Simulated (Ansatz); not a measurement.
# Polarity and tunnelling in MgB2/SiC/Mg, part 2 of 6

Wanted: the change of resistance of MgB2/SiC/Mg with the barrier's polarity. The lower electrode is MgB2 AlB2(0001), the upper one Mg hcp(0001); the barrier is SiC wurtzite(0001) (whole bilayers). In the first transport cell, after relaxation, the nearest pair of electrode and barrier is B–Si at 2.77 Å, along the normal, too long for a bond, at the lower face and Mg–Si at 2.92 Å, at a slant, at the upper one. A gap without bonds adds to the barrier. All share a net of side 3.07 Å, which strains the lower electrode by +0.0 %, the upper one by -3.8 % and the barrier by -0.7 %, against typed lattice constants near PBE's. The first steps treat the bulk electrodes alone.

Ansatz 0.2.0; PBE DFT, plane waves, PAW files (the session's first sound run).

So far: Starting point; Layer spacing of the electrode, 3 atoms, electrode MgB2 AlB2(0001); Layer spacing of the electrode, 2 atoms, electrode Mg hcp(0001).

### Step 4. Relaxation, box 40.5 Å, polarity C face on the lower electrode

System of this step: MgB2/SiC/Mg. The cell holds 18 atoms: 6 Mg, 4 B, 4 C and 4 Si. Its edges and angles: a = 3.070 Å, b = 3.070 Å, c = 40.512 Å, α = 90.0°, β = 90.0°, γ = 120.0°. Vacuum lies along c.

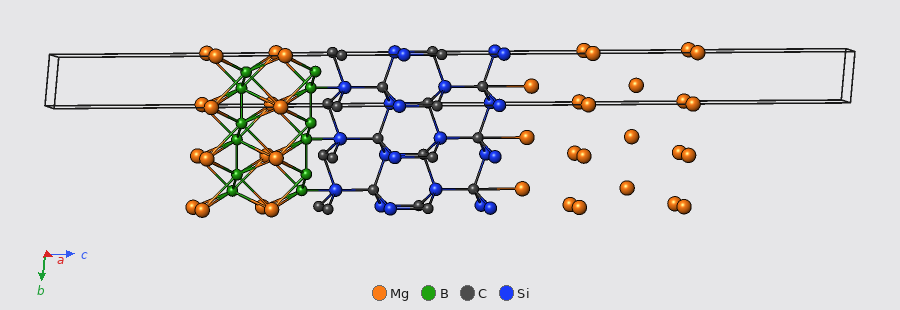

The cell of this step (magnesium orange, boron green, carbon dark grey, silicon blue). Bonds to atoms that aren't drawn are left out. 1×3×1 cells are drawn. Some periodic images of atoms are drawn too.

The starting distances are typed guesses, too rough for a quantity that is exponential in distance. A short slab in vacuum serves: only the barrier and the layers next to it are taken over, and later cells can add or drop layers in the barrier's middle. The dipole correction removes the field that unlike faces would set up across the vacuum.

input.yaml reads:

```yaml
crystal:
  lattice:
    - [3.07, 0.0, 0.0]
    - [-1.535, 2.6586979896, 0.0]
    - [0.0, 0.0, 40.5118739954]
  atoms:
    - { symbol: Mg, position: [0.0, 0.0, 0.1974729681] }
    - { symbol: B, position: [0.33333333, 0.66666667, 0.2410404417] }
    - { symbol: B, position: [0.66666667, 0.33333333, 0.2410404417] }
    - { symbol: Mg, position: [0.0, 0.0, 0.2846079152] }
    - { symbol: B, position: [0.33333333, 0.66666667, 0.3281753888] }
    - { symbol: B, position: [0.66666667, 0.33333333, 0.3281753888] }
    - { symbol: C, position: [0.0, 0.0, 0.3553279219] }
    - { symbol: Si, position: [0.33333333, 0.66666667, 0.3707909296] }
    - { symbol: C, position: [0.33333333, 0.66666667, 0.4181856766] }
    - { symbol: Si, position: [0.0, 0.0, 0.4336486842] }
    - { symbol: C, position: [0.0, 0.0, 0.4810434313] }
    - { symbol: Si, position: [0.33333333, 0.66666667, 0.4965064389] }
    - { symbol: C, position: [0.33333333, 0.66666667, 0.5439011859] }
    - { symbol: Si, position: [0.0, 0.0, 0.5593641936] }
    - { symbol: Mg, position: [0.33333333, 0.66666667, 0.6053009824] }
    - { symbol: Mg, position: [0.0, 0.0, 0.6710429989] }
    - { symbol: Mg, position: [0.33333333, 0.66666667, 0.7367850154] }
    - { symbol: Mg, position: [0.0, 0.0, 0.8025270319] }
kpoints:
  mp_grid: { grid: [8, 8, 1] }
scf:
  occupations: { method: fermi_dirac, width: 0.1 }
  max_iter: 150
hamiltonian:
  xc: pbe
efield:
  axis: 3
  dipole_correction: true
relax:
  f_tol: 0.04
  max_steps: 90
output:
  forces: true
```

On the command line:

```bash
ansatz run input.yaml --threads 4 --pin off --max-ram 10240MiB --backend cpu --events-out ev --progress --plain --runs-dir out
```

Numbers of over 12 decimals in the logs are rounded to 6 here.

What it wrote:

```text
[...]
Crystal: 18 atoms, lattice volume = 330.666 Å³
Basis set: ecut = 420 eV, 6435 PW (Γ), exchange–correlation on 48×48×576 points (8 copies of the dense FFT grid, shifted against one another)
Bands: 70, of which v1, the nominal top of the filled ones, is band 52 counted from 1 (51 counted from 0)
Symmetry: 6 space group operations
[...]
k-points: 10 of 64 (time reversal used)
[...]
SCF iter   1: F=—  HF=-15706.530236 eV  |F-HF|=—  |Δ(HF+E_count)|=         —  Δρ=9.40e-3  dr2=2.15e1  ethr=1.77e-3  p=-0.004 e·Å  D=-2.26e-3 V/Å  ΔV_dip=0.09 eV  dr2_dipole=9.94e0  V_vac-E_F(+/−)=3.91/3.83 eV  ⟨swp⟩=11.0  Hψ=4015  notcnv=0  defer=39
efield: sawtooth ramp at fractional position 0.9500 (placed from the atoms, in the widest stretch of the axis that holds none; the zero of the levels goes with the place), width 0.1000; the density the first Hamiltonian is built on has a dipole p = -0.004 e·Å; the dipole correction subtracts the counter field D = -2.26e-3 V/Å, which shifts the + side's vacuum level by +0.09 eV against the − side's; the planar-averaged density in the ramp window peaks in size at 2.7e-4 e/Å³
[...]
SCF iter   2: F=—  HF=-15706.243556 eV  |F-HF|=—  |Δ(HF+E_count)|=   2.87e-1  Δρ=4.39e-3  dr2=1.33e0  ethr=1.77e-3  p=0.013 e·Å  D=7.24e-3 V/Å  ΔV_dip=-0.29 eV  dr2_dipole=8.94e-2  V_vac-E_F(+/−)=3.81/4.10 eV  ⟨swp⟩=2.8  Hψ=960  notcnv=0  defer=59
[...]
SCF iter   8: F=-15706.202335 eV  HF=-15706.202339 eV  |F-HF|=3.46e-6  |Δ(HF+E_count)|=   4.64e-6  Δρ=1.92e-5  dr2=4.31e-6  ethr=3.85e-8  p=0.022 e·Å  D=1.19e-2 V/Å  ΔV_dip=-0.48 eV  dr2_dipole=6.22e-8  V_vac-E_F(+/−)=3.69/4.17 eV  ⟨swp⟩=4.6  Hψ=1964  notcnv=0
WARN: efield: at this solve's end the planar-averaged density reaches 1.36e-5 e/Å³ inside the ramp window [0.9253, 0.0747] (bound 1e-5 e/Å³); by the running means of the window's planes the mean density over a ramp is at most 1.30e-5 e/Å³, which is held to the bound (the quickstart, § The vacuum guard, A window that rings); the window's nearer edge stands 4.97 Å from this solve's nearest atom along the axis. Its work [...]
SCF 1 converged in 8 iterations: F = -15706.202335 eV  dr2 = 4.31e-6
[...]
relax step   1: F+E_penalty+E_count = -15706.20233512 eV  Δ(F+E_penalty+E_count) = +0.000e0 eV  max|allowed force component| = 8.578e0 eV/Å  Δτ_max = 0.0000 Å  (8 SCF iters, dr2 threshold 4.00e-5 eV, accepted)
[...]
SCF iter   1: F=—  HF=-15708.218620 eV  |F-HF|=—  |Δ(HF+E_count)|=         —  Δρ=1.23e-2  dr2=1.07e0  ethr=1.05e-3  p=0.022 e·Å  D=1.19e-2 V/Å  ΔV_dip=-0.48 eV  dr2_dipole=5.87e-2  V_vac-E_F(+/−)=3.72/4.21 eV  ⟨swp⟩=1.0  Hψ=2938  notcnv=0  defer=56
efield: sawtooth ramp at fractional position 0.9500 (handed on by an earlier solve), width 0.1000; the density the first Hamiltonian is built on has a dipole p = 0.022 e·Å; the dipole correction subtracts the counter field D = 1.19e-2 V/Å, which shifts the + side's vacuum level by -0.48 eV against the − side's; the planar-averaged density in the ramp window peaks in size at 1.5e-5 e/Å³
[...]
SCF iter   2: F=—  HF=-15708.131714 eV  |F-HF|=—  |Δ(HF+E_count)|=   8.69e-2  Δρ=9.32e-3  dr2=6.74e-1  ethr=1.03e-3  p=0.019 e·Å  D=1.02e-2 V/Å  ΔV_dip=-0.41 eV  dr2_dipole=4.56e-2  V_vac-E_F(+/−)=3.70/4.12 eV  ⟨swp⟩=3.4  Hψ=1127  notcnv=0  defer=56
[...]
SCF iter   6: F=-15707.950404 eV  HF=-15707.950417 eV  |F-HF|=1.32e-5  |Δ(HF+E_count)|=   8.68e-6  Δρ=4.20e-5  dr2=1.46e-5  ethr=9.62e-8  p=0.019 e·Å  D=1.04e-2 V/Å  ΔV_dip=-0.42 eV  dr2_dipole=3.35e-6  V_vac-E_F(+/−)=3.68/4.11 eV  ⟨swp⟩=3.6  Hψ=2602  notcnv=0
[...]
SCF 2 converged in 6 iterations: F = -15707.950404 eV  dr2 = 1.46e-5
[...]
relax step   2: F+E_penalty+E_count = -15707.95040426 eV  Δ(F+E_penalty+E_count) = -1.748e0 eV  max|allowed force component| = 6.182e0 eV/Å  Δτ_max = 0.1945 Å  (6 SCF iters, dr2 threshold 1.00e-4 eV, accepted)
[...]
SCF iter   6: F=-15709.973544 eV  HF=-15709.973592 eV  |F-HF|=4.80e-5  |Δ(HF+E_count)|=   2.64e-5  Δρ=6.78e-5  dr2=4.63e-5  ethr=9.62e-8  p=0.020 e·Å  D=1.10e-2 V/Å  ΔV_dip=-0.44 eV  dr2_dipole=1.06e-5  V_vac-E_F(+/−)=3.69/4.13 eV  ⟨swp⟩=4.0  Hψ=2554  notcnv=0
[...]
SCF 3 converged in 6 iterations: F = -15709.973544 eV  dr2 = 4.63e-5
relax step   3: F+E_penalty+E_count = -15709.97354443 eV  Δ(F+E_penalty+E_count) = -2.023e0 eV  max|allowed force component| = 2.740e0 eV/Å  Δτ_max = 0.1950 Å  (6 SCF iters, dr2 threshold 1.00e-4 eV, accepted)
[...]
relax step   4: F+E_penalty+E_count = -15710.70472077 eV  Δ(F+E_penalty+E_count) = -7.312e-1 eV  max|allowed force component| = 7.456e-1 eV/Å  Δτ_max = 0.1958 Å  (6 SCF iters, dr2 threshold 1.00e-4 eV, accepted)
[...]
relax step   5: F+E_penalty+E_count = -15710.95623661 eV  Δ(F+E_penalty+E_count) = -2.515e-1 eV  max|allowed force component| = 3.022e-1 eV/Å  Δτ_max = 0.2000 Å  (7 SCF iters, dr2 threshold 4.12e-5 eV, accepted)
[...]
relax step   6: F+E_penalty+E_count = -15711.07984700 eV  Δ(F+E_penalty+E_count) = -1.236e-1 eV  max|allowed force component| = 1.128e-1 eV/Å  Δτ_max = 0.2000 Å  (8 SCF iters, dr2 threshold 6.76e-6 eV, accepted)
[...]
relax step   7: F+E_penalty+E_count = -15711.10258114 eV  Δ(F+E_penalty+E_count) = -2.273e-2 eV  max|allowed force component| = 1.979e-1 eV/Å  Δτ_max = 0.1327 Å  (8 SCF iters, dr2 threshold 1.78e-6 eV, accepted)
[...]
relax step   8: F+E_penalty+E_count = -15711.10599926 eV  Δ(F+E_penalty+E_count) = -3.418e-3 eV  max|allowed force component| = 4.481e-2 eV/Å  Δτ_max = 0.0256 Å  (5 SCF iters, dr2 threshold 5.46e-6 eV, accepted)
SCF iter   1: F=—  HF=-15711.107737 eV  |F-HF|=—  |Δ(HF+E_count)|=         —  Δρ=7.36e-4  dr2=1.08e-2  ethr=4.99e-5  p=0.024 e·Å  D=1.30e-2 V/Å  ΔV_dip=-0.52 eV  dr2_dipole=8.37e-4  V_vac-E_F(+/−)=3.67/4.20 eV  ⟨swp⟩=2.1  Hψ=1246  notcnv=0  defer=56
[...]
SCF iter   7: F=-15711.106715 eV  HF=-15711.106715 eV  |F-HF|=3.42e-8  |Δ(HF+E_count)|=   7.48e-8  Δρ=1.71e-6  dr2=3.13e-8  ethr=9.62e-11  p=0.024 e·Å  D=1.29e-2 V/Å  ΔV_dip=-0.52 eV  dr2_dipole=1.55e-8  V_vac-E_F(+/−)=3.67/4.20 eV  ⟨swp⟩=5.0  Hψ=2248  notcnv=0
[...]
SCF 9 converged in 7 iterations: F = -15711.106715 eV  dr2 = 3.13e-8
relax step   9: F+E_penalty+E_count = -15711.10671503 eV  Δ(F+E_penalty+E_count) = -7.158e-4 eV  max|allowed force component| = 2.279e-2 eV/Å  Δτ_max = 0.0104 Å  (7 SCF iters, accepted)
SCF converged after 7 iterations
Free energy (F): -15711.106715 eV
[...]
Internal energy: -15710.946453 eV  (E = F + TS)
E sigma→0 (E₀):  -15711.026584 eV
Entropy (-TS):   -0.160262 eV (-8.903 meV/atom)
Fermi energy:    4.660100 eV
Dipole field:    D = 0.013063 V/Å  (p = 0.023871 e·Å, saw-weighted, corrected)
Work function:   Φ+ = 3.6726 eV   Φ− = 4.2019 eV
Levels:          The Fermi level and band energies are counted from a zero that moves with the ramp; work functions are not
Vacuum region:   at the solve's end the planar-averaged density reaches 6.80e-5 e/Å³ inside the ramp window [0.9253, 0.0747] (bound 1e-5 e/Å³)
[...]
--- Forces (eV/Å), atoms counted from 1 ---
  atom   1  Mg     0.00000000    -0.00000000    -0.00119648
  atom   2  B      0.00000000    -0.00000000    -0.00401734
  atom   3  B      0.00000000     0.00000000    -0.00220089
  atom   4  Mg    -0.00000000     0.00000000    -0.00078385
  atom   5  B     -0.00000000    -0.00000000     0.00687919
  atom   6  B      0.00000000     0.00000000     0.00115035
  atom   7  C      0.00000000    -0.00000000     0.00097325
  atom   8  Si     0.00000000     0.00000000    -0.00914366
  atom   9  C      0.00000000     0.00000000     0.00947871
  atom  10  Si     0.00000000    -0.00000000     0.02278738
  atom  11  C     -0.00000000    -0.00000000    -0.01615938
  atom  12  Si     0.00000000     0.00000000    -0.01256395
  atom  13  C      0.00000000     0.00000000    -0.00269285
  atom  14  Si     0.00000000    -0.00000000     0.00483812
  atom  15  Mg    -0.00000000     0.00000000     0.00071372
  atom  16  Mg     0.00000000     0.00000000     0.00066357
  atom  17  Mg    -0.00000000    -0.00000000     0.00049531
  atom  18  Mg     0.00000000     0.00000000     0.00074480
  max |Σ_I F_I| component: 3.40e-5 eV/Å
--- Relaxed structure (9 steps of the walk, 9 accepted, 0 SCFs on fresh bases) ---
  F+E_penalty+E_count = -15711.10671503 eV   max|allowed force component| = 2.279e-2 eV/Å
  atoms:
    - { symbol: Mg, position: [7.461572217271058e-18, -2.188845589483991e-17, 0.180533] }
    - { symbol: B, position: [0.333333, 0.666667, 0.222805] }
    - { symbol: B, position: [0.666667, 0.333333, 0.222639] }
    - { symbol: Mg, position: [5.318256970570373e-18, -2.284870072413895e-17, 0.265965] }
    - { symbol: B, position: [0.333333, 0.666667, 0.307562] }
    - { symbol: B, position: [0.666667, 0.333333, 0.307789] }
    - { symbol: C, position: [4.0936737617622305e-17, -6.890963325747383e-18, 0.364984] }
    - { symbol: Si, position: [0.333333, 0.666667, 0.375913] }
    - { symbol: C, position: [0.333333, 0.666667, 0.424490] }
    - { symbol: Si, position: [3.563593178406575e-17, -9.265822274110712e-18, 0.439093] }
    - { symbol: C, position: [3.613603799889817e-17, -9.041765450163632e-18, 0.486885] }
    - { symbol: Si, position: [0.333333, 0.666667, 0.501848] }
    - { symbol: C, position: [0.333333, 0.666667, 0.549620] }
    - { symbol: Si, position: [3.6251612146478515e-17, -8.989986096759822e-18, 0.565298] }
    - { symbol: Mg, position: [0.333333, 0.666667, 0.622464] }
    - { symbol: Mg, position: [4.938637024567569e-17, -3.1053717973642888e-18, 0.687412] }
    - { symbol: Mg, position: [0.333333, 0.666667, 0.751933] }
    - { symbol: Mg, position: [4.7888664796416596e-17, -3.776371509458824e-18, 0.817706] }
```

Run time: 34 s. Hardware: 4 threads of Arm Neoverse V2, shared host; peak memory 0.85 GiB.

The steps of the relaxation:

| step | energy less that of the first step (eV) | largest force component (eV/Å) |
| --- | --- | --- |
| 1 | 0.0000 | 8.5777 |
| 2 | -1.7481 | 6.1823 |
| 3 | -3.7712 | 2.7404 |
| 4 | -4.5024 | 0.7456 |
| 5 | -4.7539 | 0.3022 |
| 6 | -4.8775 | 0.1128 |
| 7 | -4.9002 | 0.1979 |
| 8 | -4.9037 | 0.0448 |
| 9 | -4.9044 | 0.0228 |

The run keeps the 6 symmetry operations that it works with, so distortions that break them were not tested.

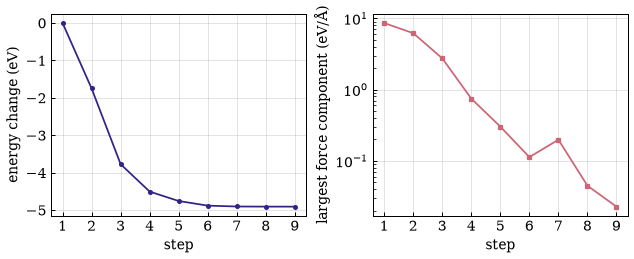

Energy and largest force along the relaxation.

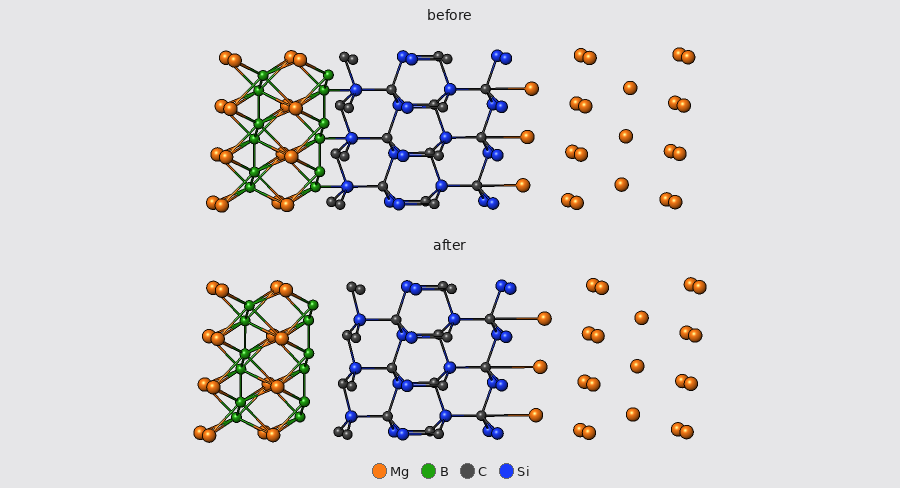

The structure before and after the relaxation, drawn at the same scale. Bonds to atoms that aren't drawn are left out.

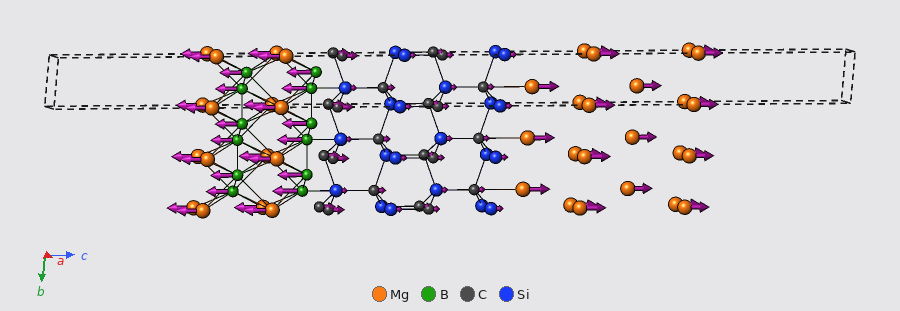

Displacements in the relaxation, exaggerated; the longest in the cell stands for 0.84 Å. Bonds to atoms that aren't drawn are left out. 1×3×1 cells are drawn. Some periodic images of atoms are drawn too.

The atoms that moved most (Å):

| atom | dx | dy | dz | length |
| --- | --- | --- | --- | --- |
| B5 | 0.000 | 0.000 | -0.835 | 0.835 |
| B6 | 0.000 | 0.000 | -0.826 | 0.826 |
| Mg4 | 0.000 | 0.000 | -0.755 | 0.755 |
| B3 | 0.000 | 0.000 | -0.745 | 0.745 |
| B2 | 0.000 | 0.000 | -0.739 | 0.739 |
| Mg15 | 0.000 | 0.000 | 0.695 | 0.695 |
| Mg1 | 0.000 | 0.000 | -0.686 | 0.686 |
| Mg16 | 0.000 | 0.000 | 0.663 | 0.663 |

Final coordinates:

```cif
data_structure
_symmetry_space_group_name_H-M 'P 1'
_symmetry_Int_Tables_number 1
_cell_length_a 3.0700
_cell_length_b 3.0700
_cell_length_c 40.5119
_cell_angle_alpha 90.000
_cell_angle_beta 90.000
_cell_angle_gamma 120.000
_cell_volume 330.67
loop_
_atom_site_label
_atom_site_type_symbol
_atom_site_fract_x
_atom_site_fract_y
_atom_site_fract_z
_atom_site_occupancy
Mg1 Mg 0.00000 0.00000 0.18053 1
B2 B 0.33333 0.66667 0.22281 1
B3 B 0.66667 0.33333 0.22264 1
Mg4 Mg 0.00000 0.00000 0.26596 1
B5 B 0.33333 0.66667 0.30756 1
B6 B 0.66667 0.33333 0.30779 1
C7 C 0.00000 0.00000 0.36498 1
Si8 Si 0.33333 0.66667 0.37591 1
C9 C 0.33333 0.66667 0.42449 1
Si10 Si 0.00000 0.00000 0.43909 1
C11 C 0.00000 0.00000 0.48688 1
Si12 Si 0.33333 0.66667 0.50185 1
C13 C 0.33333 0.66667 0.54962 1
Si14 Si 0.00000 0.00000 0.56530 1
Mg15 Mg 0.33333 0.66667 0.62246 1
Mg16 Mg 0.00000 0.00000 0.68741 1
Mg17 Mg 0.33333 0.66667 0.75193 1
Mg18 Mg 0.00000 0.00000 0.81771 1
```

Numbers from this step:

* free energy: -15711.1067 eV
* Fermi energy: 4.660 eV

The largest force component on a free atom ends at 0.023 eV/Å. At one or more of this run's solves the program warned of density in the dipole ramp over its bound, where dipole, forces and levels can be off.

(Part 2 of 6 ends here.)

[Logs are printed without paths, hosts, clocks, repeated set-up lines and the standing remarks that a program may print on its own settings, such as how far it seeks lower states.]

[Hosts, paths, dates, database ids (printed as entryN), source tags and the programs' standing remarks are cut or masked in the printed files.]
